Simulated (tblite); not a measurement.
Single-point calculation, with input and output: Ga₂O₃

- system: Ga₂O₃ (R-3c, 10 atoms in the cell)
- method: GFN2-xTB tight binding on a periodic cluster of cells at the zone centre (tblite 0.8.0)

The structure was built on a prototype by a generator. The geometry comes from this level: r2SCAN (a point of a series of volumes). It belongs to a series of runs on one base structure; here: volume -12%.

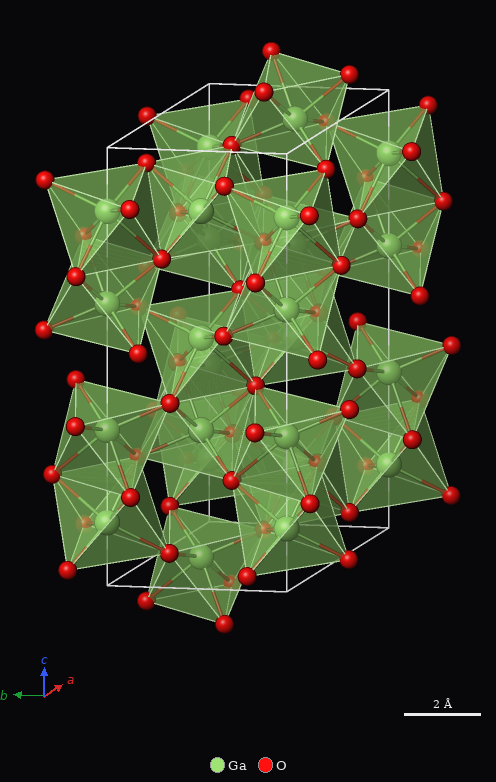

Figure 1. The structure (polyhedral view of the cell 3 times as large as that of the calculation, set on its symmetry axes, seen at an oblique angle; polyhedra are completed across the faces of the cell).

## Input
```python
import json
from ase import Atoms
from ase.build import make_supercell
from ase.units import Bohr, GPa, Hartree
from tblite.interface import Calculator

atoms = Atoms(['Ga', 'Ga', 'Ga', 'Ga', 'O', 'O', 'O', 'O', 'O', 'O'],
              cell=[[2.388293, 1.378881, 4.293729], [-2.388293, 1.378881, 4.293729], [-0.0, -2.757763, 4.293729]],
              scaled_positions=[[0.855426, 0.855426, 0.855426], [0.355426, 0.355426, 0.355426], [0.144574, 0.144574, 0.144574], [0.644574, 0.644574, 0.644574], [0.446367, 0.053633, 0.75], [0.053633, 0.75, 0.446367], [0.553633, 0.946367, 0.25], [0.25, 0.553633, 0.946367], [0.946367, 0.25, 0.553633], [0.75, 0.446367, 0.053633]],
              pbc=True)
cluster = make_supercell(atoms, [[2, -2, 0], [0, 2, -2], [1, 1, 1]])
calc = Calculator('GFN2-xTB', cluster.numbers, cluster.positions / Bohr, lattice=cluster.cell[:] / Bohr, periodic=cluster.pbc)
calc.set('temperature', 0.02 / Hartree)
calc.set('max-iter', 150)
res = calc.singlepoint()
levels = res.get('orbital-energies') * Hartree
nv = round(res.get('orbital-occupations').sum() / 2)
cells = len(cluster) // len(atoms)
out = {'energy_per_cell': res.get('energy') * Hartree / cells, 'homo': levels[nv - 1], 'lumo': levels[nv],
       'stress': (-res.get('virial') * Hartree / cluster.get_volume() / GPa).tolist(), 'charges': res.get('charges')[:len(atoms)].tolist(), 'electrons': 2 * nv / cells}
json.dump(out, open('results.json', 'w'))
for key, value in out.items():
    print(key, value)
```

Run on 1 thread of Arm Neoverse V2, 24 GiB of memory available, shared host.

Command:
```bash
python run.py
```

## The program's output
```
------------------------------------------------------------
  cycle        total energy    energy error   density error
------------------------------------------------------------
      1     -336.4277902179  -3.3728167E+02   4.4214792E-01
      2     -348.7075959178  -1.2279806E+01   1.7435569E-01
      3     -345.0238179557   3.6837780E+00   1.9254579E-01
      4     -357.7384472702  -1.2714629E+01   5.8671645E-02
      5     -357.9270855223  -1.8863825E-01   3.0505106E-02
      6     -358.0016268624  -7.4541340E-02   2.3486263E-02
      7     -358.1479866021  -1.4635974E-01   1.0617592E-02
      8     -358.1461683608   1.8182413E-03   1.0025785E-02
      9     -358.1468800978  -7.1173701E-04   9.4020711E-03
     10     -358.1617025922  -1.4822494E-02   3.7405791E-03
     11     -358.1631292754  -1.4266832E-03   2.8086375E-03
     12     -358.1643570501  -1.2277747E-03   1.1327952E-03
     13     -358.1646233666  -2.6631649E-04   2.3523139E-04
     14     -358.1646356910  -1.2324383E-05   7.0486532E-05
     15     -358.1646357409  -4.9982816E-08   7.1440356E-05
     16     -358.1646358582  -1.1728372E-07   6.3280633E-05
     17     -358.1646358563   1.8920900E-09   5.9849646E-05
     18     -358.1646354852   3.7110249E-07   5.0738945E-05
     19     -358.1646354249   6.0355944E-08   4.3794541E-05
     20     -358.1646356979  -2.7305106E-07   2.6012953E-05
     21     -358.1646357321  -3.4149480E-08   2.3770686E-05
     22     -358.1646356771   5.4932173E-08   2.6924377E-05
     23     -358.1646358487  -1.7157021E-07   1.2303017E-05
------------------------------------------------------------

 total:                                  18.643 sec
energy_per_cell -812.179680529673
homo -13.543103805588954
lumo -11.495394370419278
stress [[25.40608710870218, -7.725867664435782e-05, 4.2793828915089565e-05], [-7.72586766449206e-05, 25.40605632970316, -1.4673019339564508e-05], [4.2793828915246327e-05, -1.4673019340141332e-05, 22.14749789956211]]
charges [0.42298283579517426, 0.42300963038490835, 0.42297094832513527, 0.4230214326616183, -0.28200943741071516, -0.28200934961045676, -0.2820063170012719, -0.2820095945681651, -0.2820061995065184, -0.28200414227668125]
electrons 48.0
```

## Results in brief

| quantity | value |
| --- | --- |
| outcome | converged |
| space group (tolerance 0.01 Å) | R-3c (167) |
| electrons treated | 48 |
| total energy | −812.1797 eV |
| band gap | 2.05 eV |
| pressure | 24.32 GPa |
| wall time | 19 s |
| peak memory | 0.17 GiB |
